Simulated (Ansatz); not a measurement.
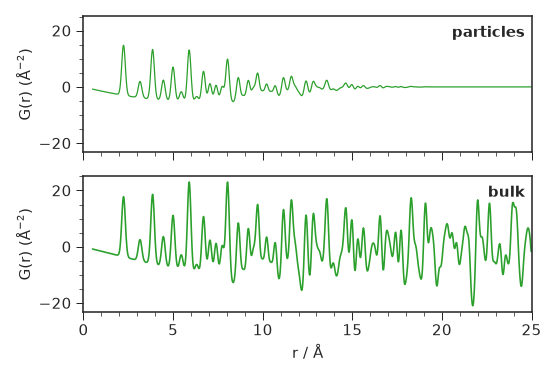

Simulated X-ray pair distribution function, G(r) = R(r)/r − 4πρ₀r, summed over the atomic distances of the structure with each pair weighted by the product of the atomic numbers (X-ray weights at Q = 0); every distance is a Gaussian of σ = 0.10 Å, for spherical particles of Be with the bulk structure: the bulk G(r) is multiplied by the envelope of a sphere of diameter D, 1 − 3r/2D + r³/2D³, with no surface relaxation. The number density is 0.127 atoms per Å³. Basis of the simulation: coordinates from a relaxation with DFT PBE, scalar-relativistic, plane waves, PAW in Ansatz; the starting structure was generated, so it need not be a known form of this composition.

**Estimate the particle diameter.**

About 20 Å (2.0 nm): the signal is half of the bulk amplitude at r ≈ 6.9 Å and vanishes at r = D, fading from view somewhat earlier.

**Roughly how many atoms does one particle hold?**

About 530 (number density 0.127 Å⁻³ times πD³/6).
